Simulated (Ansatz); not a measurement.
# Geometry relaxation, with input and output: HgTe (part 1 of 3)

The run: geometry relaxation of HgTe (slab, 8 atoms in the cell). Method and program: DFT r2SCAN, scalar-relativistic, plane waves, PAW, no spin polarisation (Ansatz 0.2.0).

The structure derives from an entry of the Crystallography Open Database. The input holds or restrains some coordinates. Forces given for the steps count only the free coordinates. It belongs to a series of runs on one base structure; here: clean slab, lower half held. Figures and captions count atoms from 1; the log counts them from 0 in places.

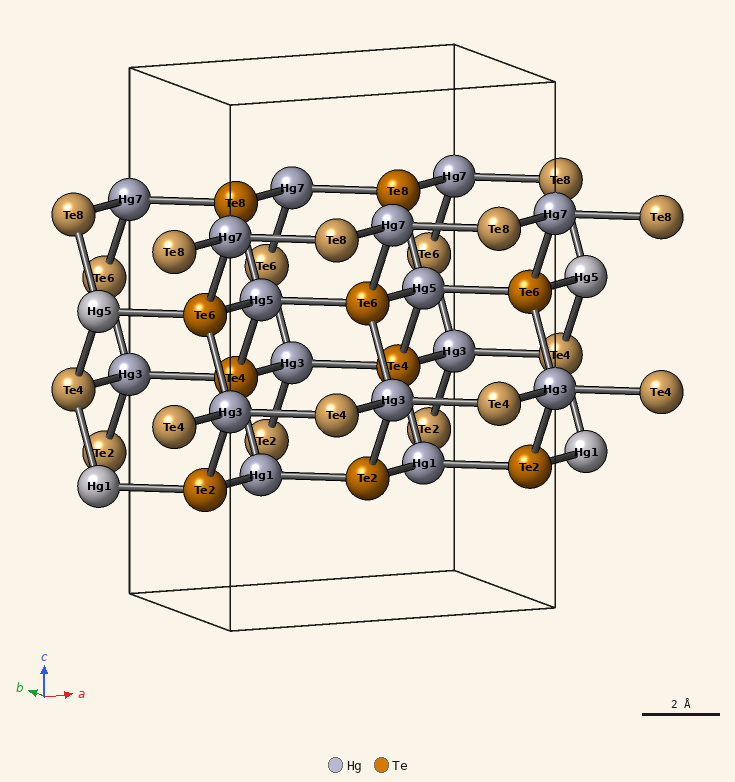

Figure 1. The structure as given in the input (ball-and-stick view of the 2 × 1 repeat of the cell, with the vacuum cut short, seen slightly off an axis; neighbours outside the cell are drawn fainter; atoms are numbered from 1 in the order of the input). An atom can appear more than once, as a periodic image.

### Summary

```json
{"quantity": "outcome", "value": "converged under the restraints of the input"}
{"quantity": "electrons treated", "value": "144"}
{"quantity": "free energy", "value": "−83291.0609 eV"}
{"quantity": "work function, top face", "value": "4.76 eV"}
{"quantity": "work function, bottom face", "value": "4.84 eV"}
{"quantity": "Fermi energy", "value": "0.125 eV"}
{"quantity": "gap on the k-point mesh", "value": "0.54 eV"}
{"quantity": "final volume", "value": "731.96 Å³"}
{"quantity": "work function (upper face)", "value": "4.76 eV"}
{"quantity": "largest force (length of the vector) at the end, held atoms and coordinates included", "value": "1.122 eV/Å"}
{"quantity": "hardware", "value": "4 threads of Arm Neoverse V2, 24 GiB of memory available, shared host"}
{"quantity": "wall time", "value": "4.9 min (CPU time 19 min)"}
{"quantity": "peak memory", "value": "3.3 GiB"}
```

### Remarks

The program warns: the exchange-correlation potential is rough where the density is thin. Spin–orbit coupling is left out, which matters for Hg.

### Input file
```yaml
crystal:
  lattice:
    - [4.6467708127, 0.0, 0.0]
    - [0.0, 6.5715263045, 0.0]
    - [0.0, 0.0, 23.970156219]
  atoms:
    - { symbol: Hg, position: [0.5, 0.5, 0.354607618] }
    - { symbol: Te, position: [0.0, 0.25, 0.354607618] }
    - { symbol: Hg, position: [0.0, 0.0, 0.4515358727] }
    - { symbol: Te, position: [0.5, 0.75, 0.4515358727] }
    - { symbol: Hg, position: [0.5, 0.5, 0.5484641273] }
    - { symbol: Te, position: [0.0, 0.25, 0.5484641273] }
    - { symbol: Hg, position: [0.0, 0.0, 0.645392382] }
    - { symbol: Te, position: [0.5, 0.75, 0.645392382] }
basis:
  ecutwfc: 500
kpoints:
  mp_grid: { grid: [6, 5, 1] }
hamiltonian:
  xc: r2scan
scf:
  occupations: { method: gaussian, width: 0.1 }
output:
  forces: true
  eigenvalues: true
  write_density: true
  write_potential: true
  elf: true
  volumetric_format: npy
relax:
  adjacent_minimum: "off"
  f_tol: 0.03
  max_steps: 70
  constraints: [{ sites: [0, 1, 2, 3] }]
efield:
  axis: 3
  dipole_correction: true
  ramp_width: 0.04
```

Launch command:
```bash
ansatz run input.yaml --threads 4 --pin off --max-ram 10240MiB --backend cpu --events-out ev --progress --plain --runs-dir out
```

### The program's output
```
Engine: ansatz 0.2.0, aarch64-unknown-linux-gnu
Pseudopotentials: kind: paw
Pseudopotential: Hg, paw, valence charge 20, recommended cutoff 500 eV (meta_gga), Hg.paw.azcp
Pseudopotential: Te, paw, valence charge 16, recommended cutoff 500 eV (meta_gga), Te.paw.azcp
Functional definition: r2SCAN
  parameter k0 = 0.174
  parameter k1 = 0.065
  parameter a1 = 4.9479
  exchange = r2scan_x(k0 = k0, k1 = k1, a1 = a1)
  correlation = r2scan_c
Crystal: 8 atoms, lattice volume = 731.962 Å³
Basis set: ecut = 500 eV, 18565 PW (Γ), exchange–correlation on 144×192×720 points (64 copies of the dense FFT grid, shifted against one another)
Bands: 87, of which v1, the nominal top of the filled ones, is band 72 counted from 1 (71 counted from 0)
Symmetry: 2 space group operations
k-points: 12 of 30 (time reversal used)
Non-local potential: Hg, projectors of the file, l = 0: 3, l = 1: 2, l = 2: 2, l = 3: 1
Non-local potential: Te, projectors of the file, l = 0: 2, l = 1: 2, l = 2: 2, l = 3: 2
PAW form: soft (Blöchl's): semilocal exchange-correlation on the pseudo side does not see the compensation charge
PAW frozen core: Hg, regenerated for the run's functional (the file was generated under x = pbe(κ = 0.804, μ = 0.2195149727645171), c = pbe(β = 0.06672455060314922))
PAW frozen core: Te, regenerated for the run's functional (the file was generated under x = pbe(κ = 0.804, μ = 0.2195149727645171), c = pbe(β = 0.06672455060314922))
PAW one-centre angular grid: Hg, 590 points (default); XC on 160 Gauss nodes
PAW one-centre angular grid: Te, 590 points (default); XC on 160 Gauss nodes
Initial density: superposition of atomic densities (neutral atoms: chi_scale 0, normalization atom), corrected by the library's trained network
Initial wavefunctions: pseudopotential atomic-orbital guess
Functional: x = r2scan, c = r2scan; τ floored in thin density (d = 2e-4 eV/Å³)
SCF iter   1: F=—  HF=-83290.585713 eV  |F-HF|=—  |Δ(HF+E_count)|=         —  Δρ=3.77e-3  dr2=9.36e-2  dr2_τ=5.81e-2  ethr=1.77e-3  p=-0.000 e·Å  D=-2.67e-14 V/Å  ΔV_dip=0.00 eV  dr2_dipole=3.64e-8  V_vac-E_F(+/−)=4.95/4.95 eV  ⟨swp⟩=10.8  Hψ=5118  notcnv=0  defer=33
efield: sawtooth ramp at fractional position 0.9800 (placed from the atoms, in the widest stretch of the axis that holds none; the zero of the levels goes with the place), width 0.0400; the density the first Hamiltonian is built on has a dipole p = -0.000 e·Å; the dipole correction subtracts the counter field D = -2.67e-14 V/Å, which shifts the + side's vacuum level by +0.00 eV against the − side's; the planar-averaged density in the ramp window peaks in size at 3.6e-6 e/Å³
preconditioner: auto → Resta (q_TF=auto, 2.081 Å⁻¹)  ε∞=2.3  [insulator: Δε(μ)=0.377 eV  Ē_g=10.280 eV  σ=0.100 eV  W_gap=0.99  n_scr=120 (ndim 8)  ℏωp=11.6 eV  f_vac=0.603  D(μ)=0.02/eV (n_scr^D=0)  ε∞_Penn≈2.3  vacuum switching on, ρ_ref=7.7e-3 e/Å³]
SCF iter   2: F=—  HF=-83290.588119 eV  |F-HF|=—  |Δ(HF+E_count)|=   2.41e-3  Δρ=1.59e-3  dr2=8.70e-3  dr2_τ=3.34e-3  ethr=6.50e-5  p=-0.000 e·Å  D=-3.36e-5 V/Å  ΔV_dip=0.00 eV  dr2_dipole=1.83e-7  V_vac-E_F(+/−)=4.93/4.92 eV  ⟨swp⟩=2.0  Hψ=1651  notcnv=0  defer=125
SCF iter   3: F=—  HF=-83290.591461 eV  |F-HF|=—  |Δ(HF+E_count)|=   3.34e-3  Δρ=7.64e-4  dr2=2.52e-3  dr2_τ=1.88e-4  ethr=6.04e-6  p=0.000 e·Å  D=5.07e-5 V/Å  ΔV_dip=-0.00 eV  dr2_dipole=6.54e-7  V_vac-E_F(+/−)=4.86/4.87 eV  ⟨swp⟩=3.0  Hψ=1478  notcnv=0  defer=125
SCF iter   4: F=—  HF=-83290.592830 eV  |F-HF|=—  |Δ(HF+E_count)|=   1.37e-3  Δρ=2.43e-4  dr2=1.29e-3  dr2_τ=4.66e-5  ethr=1.75e-6  p=-0.001 e·Å  D=-1.61e-4 V/Å  ΔV_dip=0.00 eV  dr2_dipole=6.25e-6  V_vac-E_F(+/−)=4.87/4.86 eV  ⟨swp⟩=2.0  Hψ=1328  notcnv=0  defer=125
SCF iter   5: F=—  HF=-83290.592881 eV  |F-HF|=—  |Δ(HF+E_count)|=   5.12e-5  Δρ=5.17e-5  dr2=4.36e-5  dr2_τ=1.74e-6  ethr=8.99e-7  p=0.001 e·Å  D=2.28e-4 V/Å  ΔV_dip=-0.01 eV  dr2_dipole=1.23e-5  V_vac-E_F(+/−)=4.84/4.84 eV  ⟨swp⟩=2.0  Hψ=1048  notcnv=0  defer=125
SCF iter   6: F=—  HF=-83290.592949 eV  |F-HF|=—  |Δ(HF+E_count)|=   6.83e-5  Δρ=3.61e-5  dr2=1.17e-4  dr2_τ=4.47e-7  ethr=1.56e-8  p=-0.002 e·Å  D=-4.89e-4 V/Å  ΔV_dip=0.01 eV  dr2_dipole=5.70e-5  V_vac-E_F(+/−)=4.85/4.83 eV  ⟨swp⟩=21.8  Hψ=11011  notcnv=0
SCF iter   7: F=-83290.592949 eV  HF=-83290.592946 eV  |F-HF|=2.80e-6  |Δ(HF+E_count)|=   3.68e-6  Δρ=1.44e-5  dr2=2.60e-6  dr2_τ=1.20e-7  ethr=1.56e-8  p=0.000 e·Å  D=4.42e-5 V/Å  ΔV_dip=-0.00 eV  dr2_dipole=4.86e-7  V_vac-E_F(+/−)=4.84/4.84 eV  ⟨swp⟩=15.8  Hψ=8490  notcnv=0
SCF 1 converged in 7 iterations: F = -83290.592949 eV  dr2 = 2.60e-6
  greatest PAW one-centre occupation: 1.001 electrons in one spin orbital (limit 2), on the Hg atom at site 4 (counted from 0), in its partial waves of l = 0
relax step   1: F+E_penalty+E_count = -83290.59294857 eV  Δ(F+E_penalty+E_count) = +0.000e0 eV  max|allowed force component| = 7.620e-1 eV/Å  Δτ_max = 0.0000 Å  (7 SCF iters, dr2 threshold 2.25e-5 eV, accepted)
Initial density: handed on by an earlier stage of this run
Initial wavefunctions: those handed on with the density
iter 1 solved again at ethr=5.47e-5 eV; its pass at ethr=3.10e-3 eV (dr2=7.88e-2 eV) is discarded
SCF iter   1: F=—  HF=-83289.917132 eV  |F-HF|=—  |Δ(HF+E_count)|=         —  Δρ=3.97e-3  dr2=8.34e-2  dr2_τ=6.97e0  ethr=5.47e-5  p=0.000 e·Å  D=4.39e-5 V/Å  ΔV_dip=-0.00 eV  dr2_dipole=1.05e-2  V_vac-E_F(+/−)=4.77/4.77 eV  ⟨swp⟩=1.8  Hψ=4095  notcnv=0  defer=117
efield: sawtooth ramp at fractional position 0.9800 (handed on by an earlier solve), width 0.0400; the density the first Hamiltonian is built on has a dipole p = 0.000 e·Å; the dipole correction subtracts the counter field D = 4.39e-5 V/Å, which shifts the + side's vacuum level by -0.00 eV against the − side's; the planar-averaged density in the ramp window peaks in size at 1.9e-6 e/Å³
preconditioner: auto → Resta (q_TF=auto, 2.081 Å⁻¹)  ε∞=2.3  [insulator: Δε(μ)=0.530 eV  Ē_g=10.215 eV  σ=0.100 eV  W_gap=1.00  n_scr=120 (ndim 8)  ℏωp=11.6 eV  f_vac=0.603  D(μ)=0.00/eV (n_scr^D=0)  ε∞_Penn≈2.3  vacuum switching on, ρ_ref=7.6e-3 e/Å³]
SCF iter   2: F=—  HF=-83290.874315 eV  |F-HF|=—  |Δ(HF+E_count)|=   9.57e-1  Δρ=2.27e-3  dr2=1.60e-1  dr2_τ=4.45e-3  ethr=5.47e-5  p=0.069 e·Å  D=1.70e-2 V/Å  ΔV_dip=-0.41 eV  dr2_dipole=5.58e-2  V_vac-E_F(+/−)=4.51/4.92 eV  ⟨swp⟩=3.0  Hψ=2257  notcnv=0  defer=117
SCF iter   3: F=—  HF=-83290.850252 eV  |F-HF|=—  |Δ(HF+E_count)|=   2.41e-2  Δρ=1.65e-3  dr2=2.70e-2  dr2_τ=1.05e-3  ethr=5.47e-5  p=0.003 e·Å  D=7.47e-4 V/Å  ΔV_dip=-0.02 eV  dr2_dipole=2.22e-4  V_vac-E_F(+/−)=4.78/4.79 eV  ⟨swp⟩=1.7  Hψ=1221  notcnv=0  defer=120
SCF iter   4: F=—  HF=-83290.848190 eV  |F-HF|=—  |Δ(HF+E_count)|=   2.06e-3  Δρ=8.40e-4  dr2=9.69e-3  dr2_τ=3.69e-4  ethr=1.87e-5  p=0.011 e·Å  D=2.60e-3 V/Å  ΔV_dip=-0.06 eV  dr2_dipole=3.53e-3  V_vac-E_F(+/−)=4.79/4.85 eV  ⟨swp⟩=2.0  Hψ=1424  notcnv=0  defer=121
SCF iter   5: F=—  HF=-83290.848736 eV  |F-HF|=—  |Δ(HF+E_count)|=   5.46e-4  Δρ=3.00e-4  dr2=1.37e-3  dr2_τ=7.04e-5  ethr=6.73e-6  p=-0.013 e·Å  D=-3.24e-3 V/Å  ΔV_dip=0.08 eV  dr2_dipole=2.28e-4  V_vac-E_F(+/−)=4.87/4.79 eV  ⟨swp⟩=2.0  Hψ=1739  notcnv=0  defer=121
SCF iter   6: F=—  HF=-83290.848669 eV  |F-HF|=—  |Δ(HF+E_count)|=   6.64e-5  Δρ=1.37e-4  dr2=2.17e-4  dr2_τ=1.12e-5  ethr=9.55e-7  p=-0.009 e·Å  D=-2.27e-3 V/Å  ΔV_dip=0.05 eV  dr2_dipole=6.96e-7  V_vac-E_F(+/−)=4.87/4.82 eV  ⟨swp⟩=2.0  Hψ=1182  notcnv=0  defer=121
SCF iter   7: F=—  HF=-83290.848721 eV  |F-HF|=—  |Δ(HF+E_count)|=   5.17e-5  Δρ=6.64e-5  dr2=5.30e-5  dr2_τ=9.48e-7  ethr=1.51e-7  p=-0.010 e·Å  D=-2.46e-3 V/Å  ΔV_dip=0.06 eV  dr2_dipole=4.91e-6  V_vac-E_F(+/−)=4.87/4.81 eV  ⟨swp⟩=2.0  Hψ=1062  notcnv=0  defer=121
SCF iter   8: F=-83290.848714 eV  HF=-83290.848718 eV  |F-HF|=4.08e-6  |Δ(HF+E_count)|=   3.51e-6  Δρ=2.47e-5  dr2=6.51e-6  dr2_τ=1.47e-7  ethr=2.52e-8  p=-0.009 e·Å  D=-2.34e-3 V/Å  ΔV_dip=0.06 eV  dr2_dipole=4.51e-7  V_vac-E_F(+/−)=4.87/4.81 eV  ⟨swp⟩=21.6  Hψ=10471  notcnv=0
SCF 2 converged in 8 iterations: F = -83290.848714 eV  dr2 = 6.51e-6
relax step   2: F+E_penalty+E_count = -83290.84871362 eV  Δ(F+E_penalty+E_count) = -2.558e-1 eV  max|allowed force component| = 5.727e-1 eV/Å  Δτ_max = 0.1948 Å  (8 SCF iters, dr2 threshold 3.63e-5 eV, accepted)
SCF iter   1: F=—  HF=-83290.050303 eV  |F-HF|=—  |Δ(HF+E_count)|=         —  Δρ=3.85e-3  dr2=7.34e-2  dr2_τ=7.10e0  ethr=4.71e-4  p=-0.009 e·Å  D=-2.34e-3 V/Å  ΔV_dip=0.06 eV  dr2_dipole=1.04e-2  V_vac-E_F(+/−)=4.82/4.76 eV  ⟨swp⟩=5.4  Hψ=2925  notcnv=0  defer=116
efield: sawtooth ramp at fractional position 0.9800 (handed on by an earlier solve), width 0.0400; the density the first Hamiltonian is built on has a dipole p = -0.009 e·Å; the dipole correction subtracts the counter field D = -2.34e-3 V/Å, which shifts the + side's vacuum level by +0.06 eV against the − side's; the planar-averaged density in the ramp window peaks in size at 2.1e-6 e/Å³
preconditioner: auto → Resta (q_TF=auto, 2.081 Å⁻¹)  ε∞=2.3  [insulator: Δε(μ)=0.566 eV  Ē_g=10.243 eV  σ=0.100 eV  W_gap=1.00  n_scr=120 (ndim 8)  ℏωp=11.6 eV  f_vac=0.604  D(μ)=0.00/eV (n_scr^D=0)  ε∞_Penn≈2.3  vacuum switching on, ρ_ref=7.6e-3 e/Å³]
SCF iter   2: F=—  HF=-83291.007185 eV  |F-HF|=—  |Δ(HF+E_count)|=   9.57e-1  Δρ=2.14e-3  dr2=1.27e-1  dr2_τ=4.26e-3  ethr=5.10e-5  p=0.060 e·Å  D=1.49e-2 V/Å  ΔV_dip=-0.36 eV  dr2_dipole=4.03e-2  V_vac-E_F(+/−)=4.54/4.90 eV  ⟨swp⟩=3.0  Hψ=2524  notcnv=0  defer=122
SCF iter   3: F=—  HF=-83290.987215 eV  |F-HF|=—  |Δ(HF+E_count)|=   2.00e-2  Δρ=1.53e-3  dr2=2.24e-2  dr2_τ=9.56e-4  ethr=5.10e-5  p=0.002 e·Å  D=4.25e-4 V/Å  ΔV_dip=-0.01 eV  dr2_dipole=1.64e-4  V_vac-E_F(+/−)=4.78/4.79 eV  ⟨swp⟩=2.0  Hψ=1241  notcnv=0  defer=122
SCF iter   4: F=—  HF=-83290.985916 eV  |F-HF|=—  |Δ(HF+E_count)|=   1.30e-3  Δρ=7.57e-4  dr2=1.19e-2  dr2_τ=3.52e-4  ethr=1.56e-5  p=0.015 e·Å  D=3.81e-3 V/Å  ΔV_dip=-0.09 eV  dr2_dipole=5.18e-3  V_vac-E_F(+/−)=4.77/4.86 eV  ⟨swp⟩=2.0  Hψ=1928  notcnv=0  defer=122
SCF iter   5: F=—  HF=-83290.985976 eV  |F-HF|=—  |Δ(HF+E_count)|=   6.00e-5  Δρ=3.30e-4  dr2=1.28e-3  dr2_τ=7.75e-5  ethr=8.28e-6  p=-0.012 e·Å  D=-2.87e-3 V/Å  ΔV_dip=0.07 eV  dr2_dipole=2.40e-4  V_vac-E_F(+/−)=4.86/4.79 eV  ⟨swp⟩=2.0  Hψ=1387  notcnv=0  defer=122
SCF iter   6: F=—  HF=-83290.985924 eV  |F-HF|=—  |Δ(HF+E_count)|=   5.25e-5  Δρ=1.70e-4  dr2=2.85e-4  dr2_τ=1.26e-5  ethr=8.89e-7  p=-0.008 e·Å  D=-1.90e-3 V/Å  ΔV_dip=0.05 eV  dr2_dipole=5.71e-6  V_vac-E_F(+/−)=4.85/4.81 eV  ⟨swp⟩=2.0  Hψ=1202  notcnv=0  defer=122
SCF iter   7: F=—  HF=-83290.985962 eV  |F-HF|=—  |Δ(HF+E_count)|=   3.80e-5  Δρ=6.31e-5  dr2=4.48e-5  dr2_τ=9.24e-7  ethr=1.98e-7  p=-0.008 e·Å  D=-1.91e-3 V/Å  ΔV_dip=0.05 eV  dr2_dipole=3.54e-6  V_vac-E_F(+/−)=4.85/4.80 eV  ⟨swp⟩=2.0  Hψ=1297  notcnv=0  defer=122
SCF iter   8: F=-83290.985953 eV  HF=-83290.985957 eV  |F-HF|=3.61e-6  |Δ(HF+E_count)|=   4.92e-6  Δρ=2.38e-5  dr2=6.11e-6  dr2_τ=1.49e-7  ethr=1.42e-8  p=-0.007 e·Å  D=-1.79e-3 V/Å  ΔV_dip=0.04 eV  dr2_dipole=2.64e-7  V_vac-E_F(+/−)=4.85/4.81 eV  ⟨swp⟩=22.3  Hψ=10480  notcnv=0
SCF 3 converged in 8 iterations: F = -83290.985953 eV  dr2 = 6.11e-6
  greatest PAW one-centre occupation: 1.001 electrons in one spin orbital (limit 2), on the Hg atom at site 6 (counted from 0), in its partial waves of l = 0
relax step   3: F+E_penalty+E_count = -83290.98595335 eV  Δ(F+E_penalty+E_count) = -1.372e-1 eV  max|allowed force component| = 3.573e-1 eV/Å  Δτ_max = 0.1949 Å  (8 SCF iters, dr2 threshold 2.05e-5 eV, accepted)
```
